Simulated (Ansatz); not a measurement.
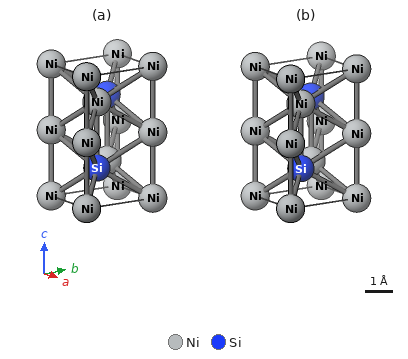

The structure of a crystal of SiNi$_{2}$ (set up in P6_3/mmc) before (left) and after (right) a relaxation, at one scale.

Style: ball-and-stick. Shown: the cell of the calculation, slightly off an axis.

The run lets cell and atoms move.

The calculation used Ansatz, Kohn-Sham DFT of a periodic cell, PBEsol with D3(BJ), Ansatz PAW.

The input:
```yaml
crystal:
  lattice:
    - [3.836, 0.0, 0.0]
    - [-1.918, 3.3220734489, 0.0]
    - [0.0, 0.0, 4.948]
  atoms:
    - { symbol: Ni, position: [0.6666666667, 0.3333333333, 0.75], spin: 1.0 }
    - { symbol: Ni, position: [0.3333333333, 0.6666666667, 0.25], spin: 1.0 }
    - { symbol: Ni, position: [0.0, 0.0, 0.5], spin: 1.0 }
    - { symbol: Ni, position: [0.0, 0.0, 0.0], spin: 1.0 }
    - { symbol: Si, position: [0.6666666667, 0.3333333333, 0.25] }
    - { symbol: Si, position: [0.3333333333, 0.6666666667, 0.75] }
hamiltonian:
  xc: pbesol
  pseudopotentials: { kind: paw }
  dispersion: d3bj
magnetization:
  spin_polarized: true
kpoints:
  mp_grid: { grid: [6, 6, 5] }
scf:
  occupations: { method: fermi_dirac, width: 0.05 }
output:
  forces: true
  stress: true
  eigenvalues: true
relax:
  f_tol: 0.01
  max_steps: 40
  cell: { stress_tol: 0.05 }
```

Command:
```bash
ansatz run input.yaml --threads 2 --pin off --max-ram 5632MiB --backend cpu --events-out ev --progress --plain --runs-dir out
```

Summarise the run.

Answer. The energy falls by 28.4 meV per cell of the calculation in 3 accepted moves (4 points after the start). All forces vanish by symmetry, so only the cell relaxes. Pressure: −4.21 GPa at the start and 0.00 GPa at the end. At 1 point the geometry stayed and the basis and grid were re-selected for the new cell (energy shift of 0.5 meV per cell of the calculation at most each time). No atom moves by more than 0.005 Å relative to the cell. The volume changes by −2.0 %, with a = b 3.836 → 3.834 Å (−0.1 %), c 4.948 → 4.857 Å (−1.8 %). Among the contacts that change: Ni–Ni 2.474 → 2.428 Å, Ni–Si 2.474 → 2.428 Å, Ni–Ni 2.537 → 2.524 Å, Ni–Si 2.537 → 2.524 Å. The space group stays P6_3/mmc (No. 194). The program noted that the starting moments weren't kept. Cost: 55 s on 2 threads of Arm Neoverse N1, with other jobs on the host, peak memory 0.43 GiB.

Limits of the set-up: only the magnetic order of this start and cell was tried (total moment 0.0 μB per cell).
